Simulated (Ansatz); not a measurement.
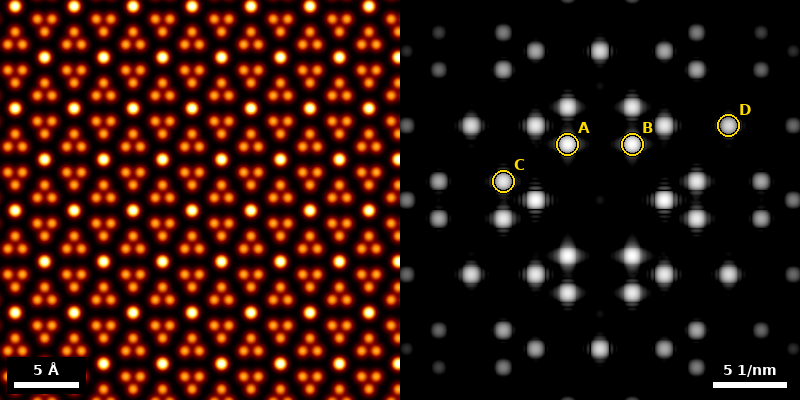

HAADF-like image of Se (Pm-3n, No. 223) along [111]. Simulation: incoherent imaging, intensity Z^1.7 per atom, probe width 0.71 Å, thin sample. The display is stretched by a gamma of 0.8; percentages refer to the linear signal. Structure: the geometry relaxed with DFT, RPBE, plane waves (420 eV) with PAW, scalar-relativistic (Ansatz); the starting structure was generated, so it need not be a known form of this composition.

The right panel is the modulus of the image's Fourier transform on a logarithmic scale.

a = 5.560 Å, b = 5.560 Å, c = 5.560 Å, α = 90.00°, β = 90.00°, γ = 90.00°

Q: Index the marked spots and give their plane spacings (the zone axis points at the viewer; indices equivalent by symmetry, or all signs reversed, are as good).

A: (-1 -1 2), d = 2.27 Å; B: (-2 1 1), d = 2.27 Å; C: (1 -3 2), d = 1.49 Å; D: (-4 4 0), d = 0.98 Å. A and B enclose 60°, and every spot obeys the zone law hu + kv + lw = 0 for [111].
